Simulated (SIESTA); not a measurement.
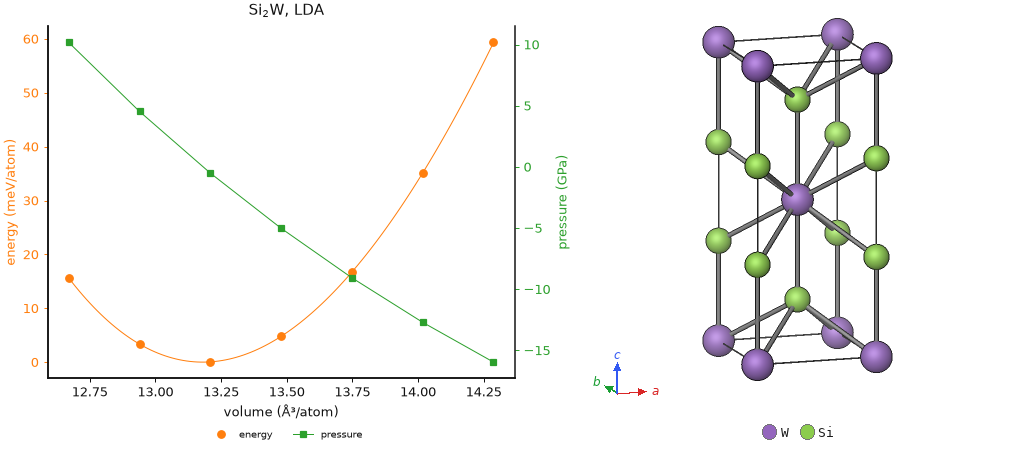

The plot gives the computed energy and pressure against volume for Si₂W, space group I4/mmm (No. 139). The conventional cell is drawn beside the plot.

Cell as given: a = 4.527 Å, b = 4.527 Å, c = 4.527 Å, α = 138.42°, β = 138.42°, γ = 60.27°; 3 atoms.

How it was computed, with SIESTA 5.4.2: DFT in numerical atomic orbitals with pseudopotentials, no spin polarisation; energies at scaled volumes of the given cell, shape and fractions fixed, counted from the fit's minimum, third-order Birch-Murnaghan fit. Level: LDA.

k mesh 12×12×12; occupations Fermi–Dirac; smearing width 0.05 eV; potentials PseudoDojo 0.4 standard, converted to PSML, two zetas on semicore shells; program settings basis DZP, mesh cutoff 800 Ry.

> Give the fitted equation-of-state parameters.

A third-order Birch–Murnaghan fit gives V0 = 13.18 Å³/atom, B0 = 236 GPa and B′ = 4.4.

> Read off the course of the pressure.

It falls from 10.17 GPa at volume 12.67 Å³/atom to −15.96 GPa at 14.29 Å³/atom, and changes sign near 13.18 Å³/atom.

Keep in mind: mulliken charges of long orbitals; short basis over semicore shells; shape and atomic fractions are frozen while scaling, which makes layered, chain and framework solids too stiff.
